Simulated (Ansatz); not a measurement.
**Run report: Zn$_{18}$O$_{17}$, geometry relaxation (part 1 of 3)**

- system: Zn$_{18}$O$_{17}$ (defect cell, 35 atoms in the cell)
- method: DFT LDA, scalar-relativistic, plane waves, PAW, no spin polarisation (Ansatz 0.2.0)

The structure derives from a Materials Project entry. It belongs to a series of runs on one base structure; here: O vacancy (site b), charge +0, atoms relaxed at the host's cell. Figures and captions count atoms from 1; the log counts them from 0 in places.

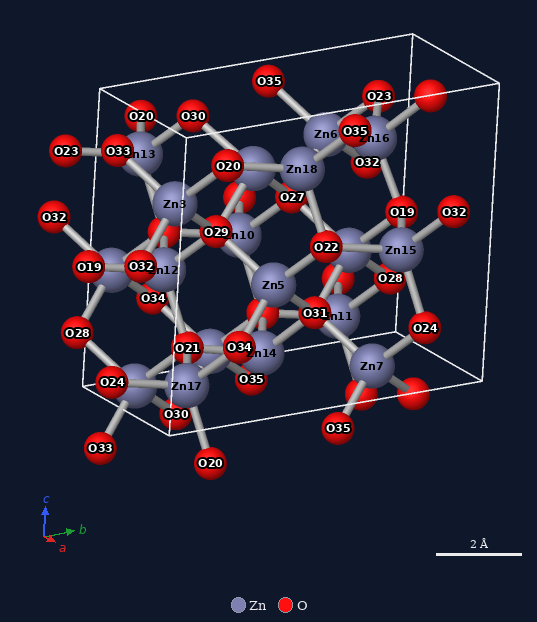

The structure as given in the input (ball-and-stick view of the cell of the calculation, seen slightly off an axis; bonded neighbours outside the cell are drawn too; atoms are numbered from 1 in the order of the input). Near neighbours in the crystal (not all of them lie inside the picture): Zn has 3 O at 1.88 to 2.04 Å; Zn has 4 O at 1.94 to 1.95 Å; O has 4 Zn at 1.88 to 2.04 Å.

Input
```yaml
crystal:
  lattice:
    - [4.7807160059, 2.7601476729, 5.1522601561]
    - [-4.7807160059, 2.7601476729, 5.1522601561]
    - [0.0, -5.5202953458, 5.1522601561]
  atoms:
    - { symbol: Zn, position: [0.3943500142, 0.3965413204, 0.724072446] }
    - { symbol: Zn, position: [0.3892068754, 0.7225402087, 0.3892068754] }
    - { symbol: Zn, position: [0.7225402087, 0.0558735421, 0.7225402087] }
    - { symbol: Zn, position: [0.3892068754, 0.0558735421, 0.0558735421] }
    - { symbol: Zn, position: [0.7225402087, 0.3892068754, 0.3892068754] }
    - { symbol: Zn, position: [0.0558735421, 0.7225402087, 0.7225402087] }
    - { symbol: Zn, position: [0.7225402087, 0.7225402087, 0.0558735421] }
    - { symbol: Zn, position: [0.0558735421, 0.0558735421, 0.3892068754] }
    - { symbol: Zn, position: [0.0558735421, 0.3892068754, 0.0558735421] }
    - { symbol: Zn, position: [0.1114290976, 0.444762431, 0.444762431] }
    - { symbol: Zn, position: [0.1114290976, 0.7780957643, 0.1114290976] }
    - { symbol: Zn, position: [0.444762431, 0.1114290976, 0.444762431] }
    - { symbol: Zn, position: [0.1114290976, 0.1114290976, 0.7780957643] }
    - { symbol: Zn, position: [0.4441656953, 0.4442709162, 0.1041316819] }
    - { symbol: Zn, position: [0.7780957643, 0.7780957643, 0.444762431] }
    - { symbol: Zn, position: [0.4497109468, 0.7663323085, 0.7669139388] }
    - { symbol: Zn, position: [0.7780957643, 0.1114290976, 0.1114290976] }
    - { symbol: Zn, position: [0.7801718346, 0.443506219, 0.7773258813] }
    - { symbol: O, position: [0.5153409024, 0.8486742357, 0.5153409024] }
    - { symbol: O, position: [0.8486742357, 0.182007569, 0.8486742357] }
    - { symbol: O, position: [0.5153409024, 0.182007569, 0.182007569] }
    - { symbol: O, position: [0.8486742357, 0.5153409024, 0.5153409024] }
    - { symbol: O, position: [0.182007569, 0.8486742357, 0.8486742357] }
    - { symbol: O, position: [0.8486742357, 0.8486742357, 0.182007569] }
    - { symbol: O, position: [0.182007569, 0.182007569, 0.5153409024] }
    - { symbol: O, position: [0.182007569, 0.5153409024, 0.182007569] }
    - { symbol: O, position: [0.2375631246, 0.5708964579, 0.5708964579] }
    - { symbol: O, position: [0.2375631246, 0.9042297913, 0.2375631246] }
    - { symbol: O, position: [0.5708964579, 0.2375631246, 0.5708964579] }
    - { symbol: O, position: [0.2375631246, 0.2375631246, 0.9042297913] }
    - { symbol: O, position: [0.5708964579, 0.5708964579, 0.2375631246] }
    - { symbol: O, position: [0.9042297913, 0.9042297913, 0.5708964579] }
    - { symbol: O, position: [0.5708964579, 0.9042297913, 0.9042297913] }
    - { symbol: O, position: [0.9042297913, 0.2375631246, 0.2375631246] }
    - { symbol: O, position: [0.9042297913, 0.5708964579, 0.9042297913] }
  host:
    lattice:
      - [3.1871440039, 0.0, 0.0]
      - [-1.593572002, 2.7601476729, 0.0]
      - [0.0, 0.0, 5.1522601561]
    atoms:
      - { symbol: Zn, position: [0.6666666667, 0.3333333333, 0.5009539595] }
      - { symbol: Zn, position: [0.3333333333, 0.6666666667, 0.0009539595] }
      - { symbol: O, position: [0.6666666667, 0.3333333333, 0.8793560405] }
      - { symbol: O, position: [0.3333333333, 0.6666666667, 0.3793560405] }
basis:
  ecutwfc: 420
  xc_grid: 2
kpoints:
  mp_grid: { grid: [2, 2, 2], shift: [0.5, 0.5, 0.5] }
hamiltonian:
  xc: lda
scf:
  occupations: { method: gaussian, width: 0.01 }
output:
  forces: true
  stress: false
  eigenvalues: true
  charged_corrections:
    defect_position: [0.5153409, 0.5153409, 0.84867424]
    epsilon: [[9.4549, 0.0, 0.0], [0.0, 9.4549, 0.0], [0.0, 0.0, 10.1964]]
  write_density: true
  write_potential: true
  elf: true
  volumetric_format: npy
relax:
  adjacent_minimum: "off"
  f_tol: 0.025
  max_steps: 45
```

Run as:
```bash
ansatz run input.yaml --threads 4 --pin off --max-ram 8192MiB --backend cpu --events-out ev --progress --plain --runs-dir out
```

The program's output
```
Engine: ansatz 0.2.0, x86_64-unknown-linux-gnu
Pseudopotentials: kind: paw
Pseudopotential: Zn, paw, valence charge 12, recommended cutoff 420 eV (normal), Zn.paw.azcp
Pseudopotential: O, paw, valence charge 6, recommended cutoff 420 eV (normal), O.paw.azcp
Functional definition: SPW92
  exchange = slater_x
  correlation = pw_c
Crystal: 35 atoms, lattice volume = 407.919 Å³
Basis set: ecut = 420 eV, 7949 PW (Γ), exchange–correlation on 108×108×108 points (8 copies of the dense FFT grid, shifted against one another)
Bands: 194, of which v1, the nominal top of the filled ones, is band 159 counted from 1 (158 counted from 0)
Symmetry: 1 space group operations
Space group: P1 (ITA 1), of the structure as read, at distance tolerance 7.4e-5 Å
k-points: 4 of 8 (time reversal used)
Non-local potential: Zn, projectors of the file, l = 0: 2, l = 1: 2, l = 2: 3, l = 3: 1
Non-local potential: O, projectors of the file, l = 0: 2, l = 1: 2, l = 2: 1
PAW form: soft (Blöchl's): semilocal exchange-correlation on the pseudo side does not see the compensation charge
PAW frozen core: Zn, regenerated for the run's functional, and the local potential with it (the file was generated under x = pbe(κ = 0.804, μ = 0.2195149727645171), c = pbe(β = 0.06672455060314922))
PAW frozen core: O, regenerated for the run's functional, and the local potential with it (the file was generated under x = pbe(κ = 0.804, μ = 0.2195149727645171), c = pbe(β = 0.06672455060314922))
PAW one-centre angular grid: Zn, 590 points (default); XC on 64 Gauss nodes
PAW one-centre angular grid: O, 110 points (default); XC on 64 Gauss nodes
Initial density: superposition of atomic densities (neutral atoms: chi_scale 0, normalization atom), corrected by the library's trained network
Initial wavefunctions: pseudopotential atomic-orbital guess
Functional: x = slater, c = lda
SCF iter   1: F=—  HF=-67878.775060 eV  |F-HF|=—  |Δ(HF+E_count)|=         —  Δρ=1.75e-2  dr2=1.03e0  ethr=1.77e-3  ⟨swp⟩=6.8  Hψ=3193  notcnv=0  defer=1
preconditioner: auto → Resta (q_TF=auto, 2.617 Å⁻¹)  ε∞=7.8  [insulator: Δε(μ)=1.619 eV  Ē_g=12.584 eV  σ=0.010 eV  W_gap=1.00  n_scr=124 (ndim 8)  ℏωp=32.8 eV  f_vac=0.025  D(μ)=0.00/eV (n_scr^D=0)  ε∞_Penn≈7.8]
SCF iter   2: F=—  HF=-67878.502870 eV  |F-HF|=—  |Δ(HF+E_count)|=   2.72e-1  Δρ=3.61e-3  dr2=3.98e-2  ethr=3.25e-4  ⟨swp⟩=3.0  Hψ=1558  notcnv=0  defer=114
SCF iter   3: F=—  HF=-67878.493953 eV  |F-HF|=—  |Δ(HF+E_count)|=   8.92e-3  Δρ=2.11e-3  dr2=1.81e-2  ethr=1.25e-5  ⟨swp⟩=2.0  Hψ=692  notcnv=0  defer=114
SCF iter   4: F=—  HF=-67878.489722 eV  |F-HF|=—  |Δ(HF+E_count)|=   4.23e-3  Δρ=1.00e-3  dr2=2.52e-3  ethr=5.70e-6  ⟨swp⟩=2.0  Hψ=1256  notcnv=0  defer=114
SCF iter   5: F=—  HF=-67878.487583 eV  |F-HF|=—  |Δ(HF+E_count)|=   2.14e-3  Δρ=2.37e-4  dr2=3.51e-4  ethr=7.94e-7  ⟨swp⟩=2.0  Hψ=1255  notcnv=0  defer=114
SCF iter   6: F=—  HF=-67878.487550 eV  |F-HF|=—  |Δ(HF+E_count)|=   3.32e-5  Δρ=9.58e-5  dr2=3.53e-5  ethr=1.10e-7  ⟨swp⟩=2.0  Hψ=1028  notcnv=0  defer=114
SCF iter   7: F=-67878.487541 eV  HF=-67878.487543 eV  |F-HF|=2.78e-6  |Δ(HF+E_count)|=   6.28e-6  Δρ=3.57e-5  dr2=4.13e-6  ethr=4.91e-9  ⟨swp⟩=15.0  Hψ=8119  notcnv=0
SCF 1 converged in 7 iterations: F = -67878.487541 eV  dr2 = 4.13e-6
  greatest PAW one-centre occupation: 0.988 electrons in one spin orbital (limit 2), on the Zn atom at site 15 (counted from 0), in its partial waves of l = 2
relax step   1: F+E_penalty+E_count = -67878.48754071 eV  Δ(F+E_penalty+E_count) = +0.000e0 eV  max|allowed force component| = 1.272e0 eV/Å  Δτ_max = 0.0000 Å  (7 SCF iters, dr2 threshold 1.56e-5 eV, accepted)
Initial density: handed on by an earlier stage of this run
Initial wavefunctions: those handed on with the density
iter 1 solved again at ethr=3.76e-5 eV; its pass at ethr=3.10e-3 eV (dr2=1.20e-1 eV) is discarded
SCF iter   1: F=—  HF=-67878.771756 eV  |F-HF|=—  |Δ(HF+E_count)|=         —  Δρ=7.09e-3  dr2=1.28e-1  ethr=3.76e-5  ⟨swp⟩=2.0  Hψ=2480  notcnv=0  defer=124
preconditioner: auto → Resta (q_TF=auto, 2.617 Å⁻¹)  ε∞=7.8  [insulator: Δε(μ)=1.966 eV  Ē_g=12.618 eV  σ=0.010 eV  W_gap=1.00  n_scr=124 (ndim 8)  ℏωp=32.8 eV  f_vac=0.021  D(μ)=0.00/eV (n_scr^D=0)  ε∞_Penn≈7.8]
SCF iter   2: F=—  HF=-67878.729782 eV  |F-HF|=—  |Δ(HF+E_count)|=   4.20e-2  Δρ=3.41e-3  dr2=3.05e-2  ethr=3.76e-5  ⟨swp⟩=2.0  Hψ=1039  notcnv=0  defer=124
SCF iter   3: F=—  HF=-67878.718310 eV  |F-HF|=—  |Δ(HF+E_count)|=   1.15e-2  Δρ=9.42e-4  dr2=2.64e-3  ethr=9.58e-6  ⟨swp⟩=3.0  Hψ=1252  notcnv=0  defer=124
SCF iter   4: F=—  HF=-67878.717472 eV  |F-HF|=—  |Δ(HF+E_count)|=   8.37e-4  Δρ=2.72e-4  dr2=2.11e-4  ethr=8.32e-7  ⟨swp⟩=2.0  Hψ=1357  notcnv=0  defer=124
SCF iter   5: F=—  HF=-67878.717578 eV  |F-HF|=—  |Δ(HF+E_count)|=   1.06e-4  Δρ=1.85e-4  dr2=1.11e-4  ethr=6.62e-8  ⟨swp⟩=2.0  Hψ=1265  notcnv=0  defer=124
SCF iter   6: F=-67878.717535 eV  HF=-67878.717541 eV  |F-HF|=6.48e-6  |Δ(HF+E_count)|=   3.72e-5  Δρ=3.86e-5  dr2=1.12e-5  ethr=3.14e-8  ⟨swp⟩=14.5  Hψ=6852  notcnv=0
SCF 2 converged in 6 iterations: F = -67878.717535 eV  dr2 = 1.12e-5
relax step   2: F+E_penalty+E_count = -67878.71753477 eV  Δ(F+E_penalty+E_count) = -2.300e-1 eV  max|allowed force component| = 8.047e-1 eV/Å  Δτ_max = 0.0841 Å  (6 SCF iters, dr2 threshold 1.00e-4 eV, accepted)
SCF iter   1: F=—  HF=-67878.980770 eV  |F-HF|=—  |Δ(HF+E_count)|=         —  Δρ=1.10e-2  dr2=3.04e-1  ethr=9.81e-4  ⟨swp⟩=5.0  Hψ=1907  notcnv=0  defer=103
preconditioner: auto → Resta (q_TF=auto, 2.617 Å⁻¹)  ε∞=7.8  [insulator: Δε(μ)=2.295 eV  Ē_g=12.589 eV  σ=0.010 eV  W_gap=1.00  n_scr=124 (ndim 8)  ℏωp=32.8 eV  f_vac=0.023  D(μ)=0.00/eV (n_scr^D=0)  ε∞_Penn≈7.8]
SCF iter   2: F=—  HF=-67878.869563 eV  |F-HF|=—  |Δ(HF+E_count)|=   1.11e-1  Δρ=5.34e-3  dr2=7.76e-2  ethr=9.56e-5  ⟨swp⟩=2.0  Hψ=1420  notcnv=0  defer=124
SCF iter   3: F=—  HF=-67878.841248 eV  |F-HF|=—  |Δ(HF+E_count)|=   2.83e-2  Δρ=1.41e-3  dr2=5.94e-3  ethr=2.44e-5  ⟨swp⟩=3.0  Hψ=1252  notcnv=0  defer=124
SCF iter   4: F=—  HF=-67878.838702 eV  |F-HF|=—  |Δ(HF+E_count)|=   2.55e-3  Δρ=5.08e-4  dr2=6.14e-4  ethr=1.87e-6  ⟨swp⟩=2.0  Hψ=1344  notcnv=0  defer=124
SCF iter   5: F=—  HF=-67878.838816 eV  |F-HF|=—  |Δ(HF+E_count)|=   1.13e-4  Δρ=2.56e-4  dr2=2.35e-4  ethr=1.93e-7  ⟨swp⟩=2.0  Hψ=1236  notcnv=0  defer=124
SCF iter   6: F=-67878.838739 eV  HF=-67878.838761 eV  |F-HF|=2.20e-5  |Δ(HF+E_count)|=   5.45e-5  Δρ=7.31e-5  dr2=3.46e-5  ethr=1.27e-8  ⟨swp⟩=14.2  Hψ=6862  notcnv=0
SCF 3 converged in 6 iterations: F = -67878.838739 eV  dr2 = 3.46e-5
  greatest PAW one-centre occupation: 0.987 electrons in one spin orbital (limit 2), on the Zn atom at site 4 (counted from 0), in its partial waves of l = 2
relax step   3: F+E_penalty+E_count = -67878.83873916 eV  Δ(F+E_penalty+E_count) = -1.212e-1 eV  max|allowed force component| = 1.853e-1 eV/Å  Δτ_max = 0.1556 Å  (6 SCF iters, dr2 threshold 4.05e-5 eV, accepted)
SCF iter   1: F=—  HF=-67878.857197 eV  |F-HF|=—  |Δ(HF+E_count)|=         —  Δρ=2.53e-3  dr2=1.61e-2  ethr=4.09e-5  ⟨swp⟩=4.0  Hψ=1615  notcnv=0  defer=120
preconditioner: auto → Resta (q_TF=auto, 2.617 Å⁻¹)  ε∞=7.8  [insulator: Δε(μ)=2.169 eV  Ē_g=12.612 eV  σ=0.010 eV  W_gap=1.00  n_scr=124 (ndim 8)  ℏωp=32.8 eV  f_vac=0.022  D(μ)=0.00/eV (n_scr^D=0)  ε∞_Penn≈7.8]
SCF iter   2: F=—  HF=-67878.851861 eV  |F-HF|=—  |Δ(HF+E_count)|=   5.34e-3  Δρ=1.13e-3  dr2=3.17e-3  ethr=5.07e-6  ⟨swp⟩=2.0  Hψ=1435  notcnv=0  defer=120
SCF iter   3: F=—  HF=-67878.850640 eV  |F-HF|=—  |Δ(HF+E_count)|=   1.22e-3  Δρ=4.59e-4  dr2=5.97e-4  ethr=9.97e-7  ⟨swp⟩=2.0  Hψ=1244  notcnv=0  defer=120
SCF iter   4: F=—  HF=-67878.849597 eV  |F-HF|=—  |Δ(HF+E_count)|=   1.04e-3  Δρ=1.01e-4  dr2=2.43e-5  ethr=1.88e-7  ⟨swp⟩=2.0  Hψ=1224  notcnv=0  defer=120
SCF iter   5: F=—  HF=-67878.849624 eV  |F-HF|=—  |Δ(HF+E_count)|=   2.64e-5  Δρ=6.68e-5  dr2=1.37e-5  ethr=7.64e-9  ⟨swp⟩=2.0  Hψ=1281  notcnv=0  defer=120
SCF iter   6: F=-67878.849621 eV  HF=-67878.849621 eV  |F-HF|=6.49e-7  |Δ(HF+E_count)|=   2.23e-6  Δρ=1.44e-5  dr2=1.05e-6  ethr=6.75e-10  ⟨swp⟩=13.5  Hψ=6303  notcnv=0
SCF 4 converged in 6 iterations: F = -67878.849621 eV  dr2 = 1.05e-6
  greatest PAW one-centre occupation: 0.987 electrons in one spin orbital (limit 2), on the Zn atom at site 1 (counted from 0), in its partial waves of l = 2
relax step   4: F+E_penalty+E_count = -67878.84962064 eV  Δ(F+E_penalty+E_count) = -1.088e-2 eV  max|allowed force component| = 1.474e-2 eV/Å  Δτ_max = 0.0332 Å  (6 SCF iters, dr2 threshold 2.15e-6 eV, accepted)
iter 1 solved again at ethr=3.29e-10 eV; its pass at ethr=3.10e-3 eV (dr2=1.05e-6 eV) is discarded
SCF iter   1: F=—  HF=-67878.849621 eV  |F-HF|=—  |Δ(HF+E_count)|=         —  Δρ=1.45e-5  dr2=1.05e-6  ethr=3.29e-10  ⟨swp⟩=1.0  Hψ=1824  notcnv=0
preconditioner: auto → Resta (q_TF=auto, 2.617 Å⁻¹)  ε∞=7.8  [insulator: Δε(μ)=2.176 eV  Ē_g=12.601 eV  σ=0.010 eV  W_gap=1.00  n_scr=124 (ndim 8)  ℏωp=32.8 eV  f_vac=0.022  D(μ)=0.00/eV (n_scr^D=0)  ε∞_Penn≈7.8]
SCF iter   2: F=—  HF=-67878.849621 eV  |F-HF|=—  |Δ(HF+E_count)|=   1.57e-7  Δρ=7.30e-6  dr2=3.78e-7  ethr=3.29e-10  ⟨swp⟩=3.0  Hψ=1288  notcnv=0
SCF iter   3: F=—  HF=-67878.849621 eV  |F-HF|=—  |Δ(HF+E_count)|=   5.98e-8  Δρ=4.81e-6  dr2=1.48e-7  ethr=1.19e-10  ⟨swp⟩=2.0  Hψ=1149  notcnv=0
SCF iter   4: F=-67878.849621 eV  HF=-67878.849621 eV  |F-HF|=1.34e-8  |Δ(HF+E_count)|=   3.61e-8  Δρ=2.03e-6  dr2=1.47e-8  ethr=3.14e-11  ⟨swp⟩=7.0  Hψ=4543  notcnv=0
SCF 5 converged in 4 iterations: F = -67878.849621 eV  dr2 = 1.47e-8
relax step   5: F+E_penalty+E_count = -67878.84962102 eV  Δ(F+E_penalty+E_count) = -3.830e-7 eV  max|allowed force component| = 1.481e-2 eV/Å  Δτ_max = 0.0000 Å  (4 SCF iters, accepted)
```

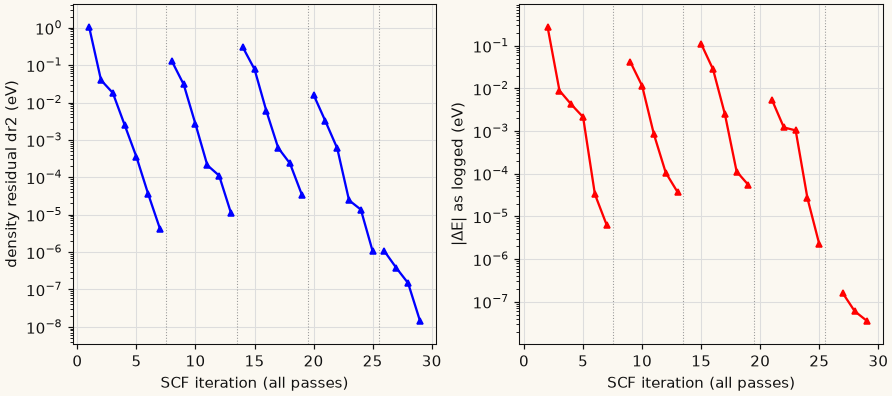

Convergence of the self-consistent field: density residual dr2 and size of the energy change against the SCF iteration. The dotted lines part the SCF passes of the relaxation: geometry steps, rejected trials and re-solves on a re-selected basis. The 5 passes take 4 to 7 iterations each, 29 in all.

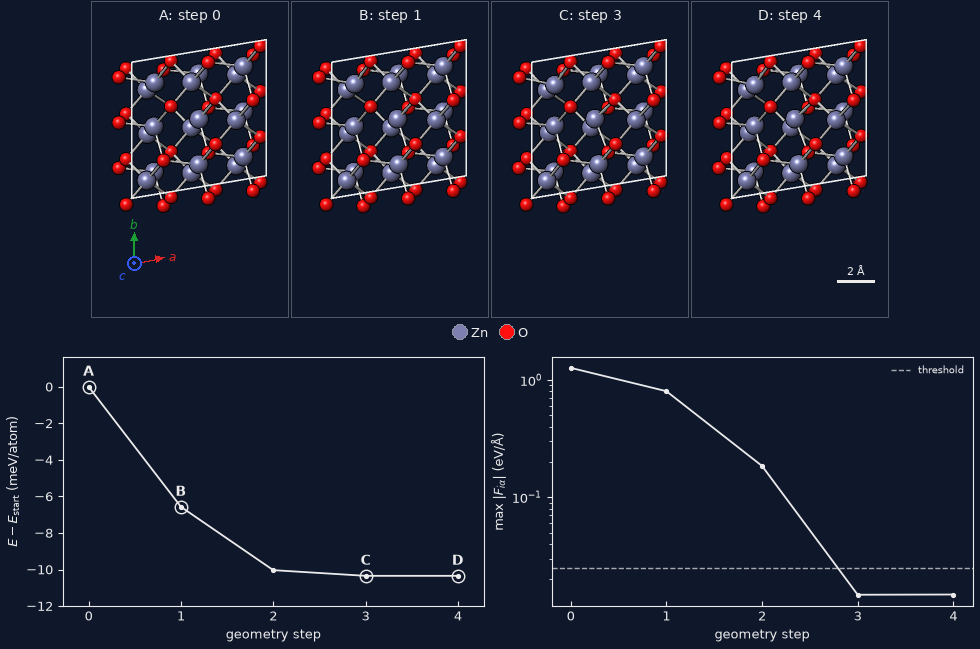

Frames of the relaxation (ball-and-stick view of the cell of the calculation (origin shifted), with bonded neighbours outside it, along the c axis) above the curves, on which the letters mark them (the first geometry is step 0 here and step 1 in the log).

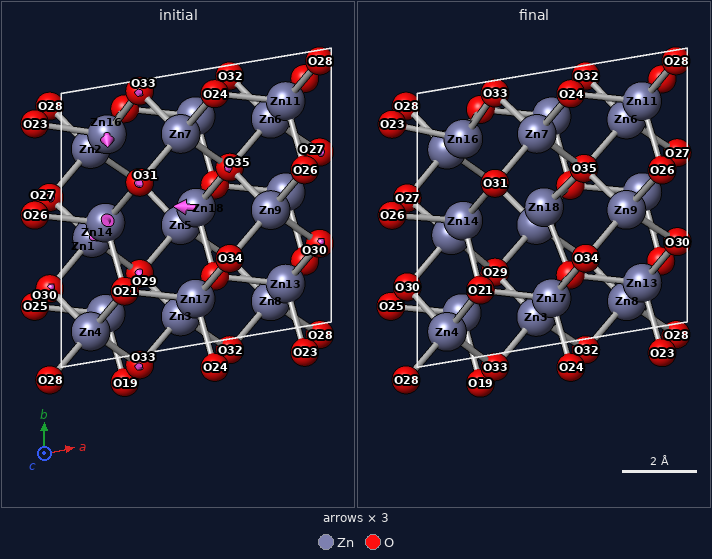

Before (left) and after (right) the relaxation, at one scale (ball-and-stick view of the cell of the calculation (origin shifted), with bonded neighbours outside it, along the c axis). The pink arrows give the displacements, magnified 3 times. Over 4 geometry steps the energy falls by 10.3 meV per atom. Largest force component: 1.3 eV/Å at the start, 0.015 eV/Å at the end. The atom that moves furthest is Zn18 (0.22 Å). Largest moves by element: Zn 0.22 Å, O 0.07 Å. The cell doesn't change. Among the contacts that change: Zn16–O19 1.876 → 1.979 Å, Zn16–O33 2.044 → 1.978 Å, Zn18–O20 1.934 → 1.978 Å, Zn10–O22 1.944 → 1.976 Å. Among the angles that change: O20–Zn18–O35 109.2° → 102.9°, O20–Zn18–O22 110.8° → 104.5°, Zn10–O22–Zn18 109.7° → 116.0°. (Atoms are counted from 1 in the order of the input.)
